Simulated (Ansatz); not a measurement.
```
Ga
1.0
     4.52300    0.00000    0.00000
     0.00000    7.66100    0.00000
     0.00000    0.00000    4.52400
Ga
8
Direct
  0.00000 0.15490 0.08100
  0.50000 0.65490 0.08100
  0.00000 0.34510 0.58100
  0.50000 0.84510 0.58100
  0.00000 0.84510 0.91900
  0.50000 0.34510 0.91900
  0.00000 0.65490 0.41900
  0.50000 0.15490 0.41900
```

Space group Cmce.

Method: DFT PBE, scalar-relativistic, plane waves, PAW in Ansatz.

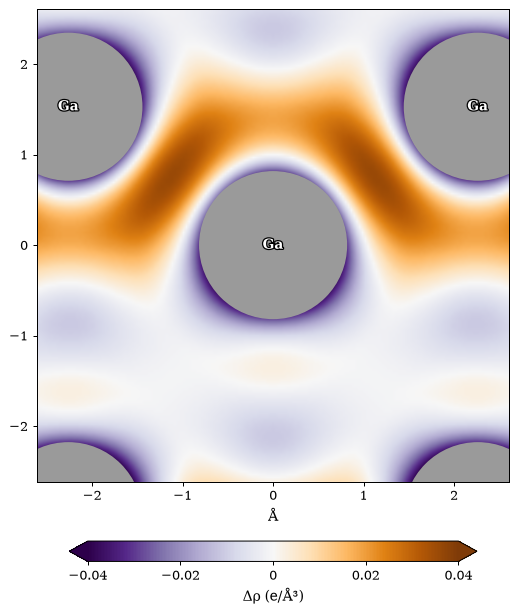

Ga. Density of the crystal less the sum of free-atom densities: a map on the (010) plane of the conventional cell, with grey discs over the atomic cores. Cores are masked to 0.8 Å (Ga).

In a PAW calculation such maps are meaningful between the atoms, not at the nuclei.

**Read the map: where is density gained and where lost?**

Ga–Ga (2.48 Å): Δρ is +0.11 e/Å³ at the midpoint, where it peaks: a build-up of bond charge (this contact isn't in the plane drawn).
- Over the whole cell, outside the masked cores, the largest gain, 0.11 e/Å³, lies 1.2 Å from a gallium nucleus, and the largest loss lies at the edge of the masked core of Ga.
- In all about 0.18 e an atom is rearranged against the free atoms.

Cost of the run: 65 s on 1 thread of Arm Neoverse V1 (shared host), peak memory 0.5 GiB.
